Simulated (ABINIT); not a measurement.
## Dielectric calculation of KZnF$_{3}$ (part 3 of 3)

Continued. System: KZnF$_{3}$ (Pm-3m, 5 atoms in the cell). Method: Kohn-Sham DFT of a periodic cell, LDA, PseudoDojo NC SR LDA v0.4.1 standard, no spin polarisation (ABINIT 10.8.3); cutoff 1088.46 eV, 4×4×4 k-mesh, fixed occupations. The structure derives from an entry of the Crystallography Open Database.

Geometry of the input (Å; fractional positions):
```
4.0500  0.0000  0.0000
0.0000  4.0500  0.0000
0.0000  0.0000  4.0500
Zn 0.5000  0.5000  0.5000
K  0.0000  0.0000  0.0000
F  0.5000  0.0000  0.5000
F  0.0000  0.5000  0.5000
F  0.5000  0.5000  0.0000
```

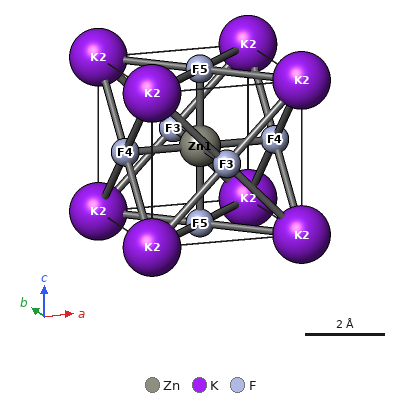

*The structure as given in the input (ball-and-stick view of the cell of the calculation, seen slightly off an axis; atoms are numbered from 1 in the order of the input). An atom can appear more than once, as a periodic image.*

The program's output, continued:
```
--------------------------------------------------------------------------------

 Initialisation of the first-order wave-functions :
  ireadwf=   0

--- !BeginCycle
iteration_state: {dtset: 2, }
solver: {iscf: -3, nstep: 80, nline: 4, wfoptalg: 0, }
tolerances: {tolwfr: 1.00E-18, }
...

     iter   2DEtotal(Ha)        deltaE(Ha) residm    vres2
-ETOT  1  -37.200336617737     -3.720E+01 1.140E-01 0.000E+00
 ETOT  2  -37.368600396194     -1.683E-01 4.644E-03 0.000E+00
 ETOT  3  -37.373346495732     -4.746E-03 2.481E-04 0.000E+00
 ETOT  4  -37.373586163818     -2.397E-04 1.622E-05 0.000E+00
 ETOT  5  -37.373600939010     -1.478E-05 1.424E-06 0.000E+00
 ETOT  6  -37.373601933276     -9.943E-07 1.031E-07 0.000E+00
 ETOT  7  -37.373602004067     -7.079E-08 9.221E-09 0.000E+00
 ETOT  8  -37.373602009297     -5.229E-09 6.971E-10 0.000E+00
 ETOT  9  -37.373602009694     -3.976E-10 6.179E-11 0.000E+00
 ETOT 10  -37.373602009725     -3.071E-11 4.843E-12 0.000E+00
 ETOT 11  -37.373602009727     -2.338E-12 4.224E-13 0.000E+00
 ETOT 12  -37.373602009728     -2.203E-13 3.419E-14 0.000E+00
 ETOT 13  -37.373602009728      0.000E+00 2.928E-15 0.000E+00
 ETOT 14  -37.373602009728      1.421E-14 2.440E-16 0.000E+00
 ETOT 15  -37.373602009728     -1.421E-14 2.051E-17 0.000E+00
 ETOT 16  -37.373602009728      2.842E-14 1.754E-18 0.000E+00
 ETOT 17  -37.373602009728      0.000E+00 9.821E-19 0.000E+00

 At SCF step   17   max residual=  9.82E-19 < tolwfr=  1.00E-18 =>converged.
================================================================================

 ----iterations are completed or convergence reached----

 Mean square residual over all n,k,spin=   52.782E-20; max=  98.210E-20
 dfpt_looppert : ek2=    6.7398767719E+01
          f-sum rule ratio=    9.9998045396E-01
 Expectation of eigenvalue derivatives (hartree) for nkpt=  32  k points:
  (in case of degenerate eigenvalues, averaged derivative)
 kpt#   1, nband= 25, wtk=  0.03125, kpt=  0.1250  0.1250  0.1250 (reduced coord)
   0.00000   -0.00000   -0.00000   -0.00000    0.00186    0.01153   -0.00450   -0.00450
  -0.00170   -0.00170    0.00586   -0.06269   -0.04910   -0.04910   -0.02579   -0.02579
  -0.02638    0.06584    0.06584   -0.04280   -0.00252   -0.00252    0.01543    0.03342
   0.03342
 prteigrs : prtvol=0 or 1, do not print more k-points.

 2DEtotal=   -0.3737360201E+02 Ha. Also 2DEtotal=   -0.101698751969E+04 eV
    (  non-var. 2DEtotal :   -3.7373602006E+01 Ha)
================================================================================

 ---- first-order wavefunction calculations are completed ----

 Total localisation tensor (bohr^2) in cartesian coordinates
  WARNING : still subject to testing - especially symmetries.
      direction              matrix element
   alpha     beta       real part   imaginary part
     1        1       0.3821893276    0.0000000000
     1        2       0.0000000000    0.0000000000
     1        3       0.0000000000    0.0000000000
     2        1       0.0000000000    0.0000000000
     2        2       0.3821893276   -0.0000000000
     2        3       0.0000000000    0.0000000000
     3        1       0.0000000000    0.0000000000
     3        2       0.0000000000    0.0000000000
     3        3       0.3821893276    0.0000000000

 respfn : d/dk was computed, but no 2DTE, so no DDB output.

================================================================================
== DATASET  3 ==================================================================

--- !DatasetInfo
iteration_state: {dtset: 3, }
dimensions: {natom: 5, nkpt: 32, mband: 25, nsppol: 1, nspinor: 1, nspden: 1, mpw: 5442, }
cutoff_energies: {ecut:  40.0, pawecutdg:  -1.0, }
electrons: {nelect:   5.00000000E+01, charge:   0.00000000E+00, occopt:   1.00000000E+00, tsmear:   1.00000000E-02, }
meta: {optdriver: 1, rfelfd: 3, }
...

 mkfilename : getwfk/=0, take file _WFK from output of DATASET   1.

 mkfilename : getddk/=0, take file _1WF from output of DATASET   2.

 Exchange-correlation functional for the present dataset will be:
  LDA: Perdew-Wang 92 LSD fit to Ceperley-Alder data - ixc=7
  J.P.Perdew and Y.Wang, PRB 45, 13244 (1992)

 Real(R)+Recip(G) space primitive vectors, cartesian coordinates (Bohr,Bohr^-1):
 R(1)=  7.6533908  0.0000000  0.0000000  G(1)=  0.1306610  0.0000000  0.0000000
 R(2)=  0.0000000  7.6533908  0.0000000  G(2)=  0.0000000  0.1306610  0.0000000
 R(3)=  0.0000000  0.0000000  7.6533908  G(3)=  0.0000000  0.0000000  0.1306610
 Unit cell volume ucvol=  4.4829270E+02 bohr^3
 Angles (23,13,12)=  9.00000000E+01  9.00000000E+01  9.00000000E+01 degrees
 setup1 : take into account q-point for computing boxcut.

 getcut: wavevector=  0.0000  0.0000  0.0000  ngfft=  45  45  45
         ecut(hartree)=     40.000   => boxcut(ratio)=   2.01931
--------------------------------------------------------------------------------

 ==>  initialize data related to q vector <==

 The list of irreducible perturbations for this q vector is:
    1)    idir= 1    ipert=   7

================================================================================

 The perturbation idir=   2  ipert=   7 is
 symmetric of a previously calculated perturbation.
 So, its SCF calculation is not needed.

 The perturbation idir=   3  ipert=   7 is
 symmetric of a previously calculated perturbation.
 So, its SCF calculation is not needed.

--------------------------------------------------------------------------------
 Perturbation wavevector (in red.coord.)   0.000000  0.000000  0.000000
 Perturbation : homogeneous electric field along direction   1
 The set of symmetries contains only one element for this perturbation.
 symkpt : not enough symmetry to change the number of k points.

--------------------------------------------------------------------------------

--------------------------------------------------------------------------------

 Initialisation of the first-order wave-functions :
  ireadwf=   0

--- !BeginCycle
iteration_state: {dtset: 3, }
solver: {iscf: 7, nstep: 80, nline: 4, wfoptalg: 0, }
tolerances: {tolvrs: 1.00E-08, }
...

     iter   2DEtotal(Ha)        deltaE(Ha) residm    vres2
-ETOT  1  -32.627298730058     -3.263E+01 5.470E-01 3.352E+03
 ETOT  2  -34.203128040828     -1.576E+00 2.445E-02 7.081E+02
 ETOT  3  -34.607338905249     -4.042E-01 3.160E-03 1.539E+01
 ETOT  4  -34.615050085981     -7.711E-03 6.270E-05 1.832E-01
 ETOT  5  -34.615148704027     -9.862E-05 2.787E-06 1.646E-03
 ETOT  6  -34.615151825099     -3.121E-06 1.654E-07 6.406E-05
 ETOT  7  -34.615152031225     -2.061E-07 1.722E-08 1.588E-06
 ETOT  8  -34.615152044425     -1.320E-08 1.185E-09 1.615E-07
 ETOT  9  -34.615152045417     -9.923E-10 1.196E-10 8.458E-09

 At SCF step    9       vres2   =  8.46E-09 < tolvrs=  1.00E-08 =>converged.
-open ddk wf file :runo_DS2_1WF16
-open ddk wf file :runo_DS2_1WF17
-open ddk wf file :runo_DS2_1WF18
================================================================================

 ----iterations are completed or convergence reached----

 Mean square residual over all n,k,spin=   19.831E-13; max=  11.965E-11

 2DEtotal=   -0.3461515205E+02 Ha. Also 2DEtotal=   -0.941926272271E+03 eV
    (  non-var. 2DEtotal :   -3.4615143609E+01 Ha)
================================================================================

 ---- first-order wavefunction calculations are completed ----

 ==> Compute Derivative Database <==
 The violation of the charge neutrality conditions
 by the effective charges is as follows :
    atom        electric field
 displacement     direction
       1               1        0.000975        0.000000
       1               2        0.000000        0.000000
       1               3        0.000000        0.000000
       2               1        0.000000        0.000000
       2               2        0.000975        0.000000
       2               3        0.000000        0.000000
       3               1        0.000000        0.000000
       3               2        0.000000        0.000000
       3               3        0.000975        0.000000

 Effective charge tensors after
 imposition of the charge neutrality (if requested by user),
 and eventual restriction to some part :
   atom    displacement
         1         1    2.325076E+00    0.000000E+00    0.000000E+00
         1         2    0.000000E+00    2.325076E+00    0.000000E+00
         1         3    0.000000E+00    0.000000E+00    2.325076E+00
         2         1    1.197735E+00    0.000000E+00    0.000000E+00
         2         2    0.000000E+00    1.197735E+00    0.000000E+00
         2         3    0.000000E+00    0.000000E+00    1.197735E+00
         3         1   -8.930142E-01    0.000000E+00    0.000000E+00
         3         2    0.000000E+00   -1.736783E+00    0.000000E+00
         3         3    0.000000E+00    0.000000E+00   -8.930142E-01
         4         1   -1.736783E+00    0.000000E+00    0.000000E+00
         4         2    0.000000E+00   -8.930142E-01    0.000000E+00
         4         3    0.000000E+00    0.000000E+00   -8.930142E-01
         5         1   -8.930142E-01    0.000000E+00    0.000000E+00
         5         2    0.000000E+00   -8.930142E-01    0.000000E+00
         5         3    0.000000E+00    0.000000E+00   -1.736783E+00
 Now, the imaginary part of the dynamical matrix is zeroed

  Dielectric tensor, in cartesian coordinates,
     j1       j2             matrix element
  dir pert dir pert     real part    imaginary part

   1    7   1    7         2.4396680770        -0.0000000000

   2    7   2    7         2.4396680770        -0.0000000000

   3    7   3    7         2.4396680770        -0.0000000000

  Effective charges, in cartesian coordinates,
  (from electric field response)
   if specified in the inputs, charge neutrality has been imposed
     j1       j2             matrix element
  dir pert dir pert     real part    imaginary part

   1    1   1    7         2.3250759939         0.0000000000
   1    2   1    7         1.1977349529         0.0000000000
   1    3   1    7        -0.8930142190         0.0000000000
   1    4   1    7        -1.7367825089         0.0000000000
   1    5   1    7        -0.8930142190         0.0000000000

   2    1   2    7         2.3250759939         0.0000000000
   2    2   2    7         1.1977349529         0.0000000000
   2    3   2    7        -1.7367825089         0.0000000000
   2    4   2    7        -0.8930142190         0.0000000000
   2    5   2    7        -0.8930142190         0.0000000000

   3    1   3    7         2.3250759939         0.0000000000
   3    2   3    7         1.1977349529         0.0000000000
   3    3   3    7        -0.8930142190         0.0000000000
   3    4   3    7        -0.8930142190         0.0000000000
   3    5   3    7        -1.7367825089         0.0000000000

== END DATASET(S) ==============================================================
================================================================================

 -outvars: echo values of variables after computation  --------
            acell      7.6533908047E+00  7.6533908047E+00  7.6533908047E+00 Bohr
           etotal1    -3.1279439232E+02
           etotal2    -3.7373602010E+01
           etotal3    -3.4615152045E+01
            fcart1    -0.0000000000E+00 -0.0000000000E+00 -0.0000000000E+00
                      -0.0000000000E+00 -0.0000000000E+00 -0.0000000000E+00
                      -0.0000000000E+00 -0.0000000000E+00 -0.0000000000E+00
                      -0.0000000000E+00 -0.0000000000E+00 -0.0000000000E+00
                      -0.0000000000E+00 -0.0000000000E+00 -0.0000000000E+00
            fcart3     0.0000000000E+00  0.0000000000E+00  0.0000000000E+00
                       0.0000000000E+00  0.0000000000E+00  0.0000000000E+00
                       0.0000000000E+00  0.0000000000E+00  0.0000000000E+00
                       0.0000000000E+00  0.0000000000E+00  0.0000000000E+00
                       0.0000000000E+00  0.0000000000E+00  0.0000000000E+00
           strten1     1.7826983417E-04  1.7826983417E-04  1.7826983417E-04
                       0.0000000000E+00  0.0000000000E+00  0.0000000000E+00
           strten3     0.0000000000E+00  0.0000000000E+00  0.0000000000E+00
                       0.0000000000E+00  0.0000000000E+00  0.0000000000E+00
           xangst      2.0249999986E+00  2.0249999986E+00  2.0249999986E+00
                       0.0000000000E+00  0.0000000000E+00  0.0000000000E+00
                       2.0249999986E+00  0.0000000000E+00  2.0249999986E+00
                       0.0000000000E+00  2.0249999986E+00  2.0249999986E+00
                       2.0249999986E+00  2.0249999986E+00  0.0000000000E+00
             xred      5.0000000000E-01  5.0000000000E-01  5.0000000000E-01
                       0.0000000000E+00  0.0000000000E+00  0.0000000000E+00
                       5.0000000000E-01  0.0000000000E+00  5.0000000000E-01
                       0.0000000000E+00  5.0000000000E-01  5.0000000000E-01
                       5.0000000000E-01  5.0000000000E-01  0.0000000000E+00
 Calculation completed.
```

File anaddb.abo:
```
.Version 10.8.3 of ANADDB
================================================================================

 -outvars_anaddb: echo values of input variables ----------------------

 Flags :
     dieflag         2
 Miscellaneous information :
         asr         1

================================================================================

 read the DDB information and perform some checks

  ==== Info on the Cryst% object ====
 Real(R)+Recip(G) space primitive vectors, cartesian coordinates (Bohr,Bohr^-1):
 R(1)=  7.6533908  0.0000000  0.0000000  G(1)=  0.1306610  0.0000000  0.0000000
 R(2)=  0.0000000  7.6533908  0.0000000  G(2)=  0.0000000  0.1306610  0.0000000
 R(3)=  0.0000000  0.0000000  7.6533908  G(3)=  0.0000000  0.0000000  0.1306610
 Unit cell volume ucvol=  4.4829270E+02 bohr^3
 Angles (23,13,12)=  9.00000000E+01  9.00000000E+01  9.00000000E+01 degrees
 Time-reversal symmetry is present
 Reduced atomic positions [iatom, xred, symbol]:
    1)    0.5000000  0.5000000  0.5000000  Zn
    2)    0.0000000  0.0000000  0.0000000   K
    3)    0.5000000  0.0000000  0.5000000   F
    4)    0.0000000  0.5000000  0.5000000   F
    5)    0.5000000  0.5000000  0.0000000   F

 DDB file with 3 blocks has been read.

================================================================================

 Dielectric Tensor and Effective Charges

 anaddb : Zero the imaginary part of the Dynamical Matrix at Gamma,
   and impose the ASR on the effective charges

 The violation of the charge neutrality conditions
 by the effective charges is as follows :
    atom        electric field
 displacement     direction
       1               1        0.000975        0.000000
       1               2        0.000000        0.000000
       1               3        0.000000        0.000000
       2               1        0.000000        0.000000
       2               2        0.000975        0.000000
       2               3        0.000000        0.000000
       3               1        0.000000        0.000000
       3               2        0.000000        0.000000
       3               3        0.000975        0.000000

 Effective charge tensors after
 imposition of the charge neutrality (if requested by user),
 and eventual restriction to some part :
   atom    displacement
         1         1    2.325076E+00    0.000000E+00    0.000000E+00
         1         2    0.000000E+00    2.325076E+00    0.000000E+00
         1         3    0.000000E+00    0.000000E+00    2.325076E+00
         2         1    1.197735E+00    0.000000E+00    0.000000E+00
         2         2    0.000000E+00    1.197735E+00    0.000000E+00
         2         3    0.000000E+00    0.000000E+00    1.197735E+00
         3         1   -8.930142E-01    0.000000E+00    0.000000E+00
         3         2    0.000000E+00   -1.736783E+00    0.000000E+00
         3         3    0.000000E+00    0.000000E+00   -8.930142E-01
         4         1   -1.736783E+00    0.000000E+00    0.000000E+00
         4         2    0.000000E+00   -8.930142E-01    0.000000E+00
         4         3    0.000000E+00    0.000000E+00   -8.930142E-01
         5         1   -8.930142E-01    0.000000E+00    0.000000E+00
         5         2    0.000000E+00   -8.930142E-01    0.000000E+00
         5         3    0.000000E+00    0.000000E+00   -1.736783E+00
 Now, the imaginary part of the dynamical matrix is zeroed

================================================================================

 anaddb : the run completed successfully.
```
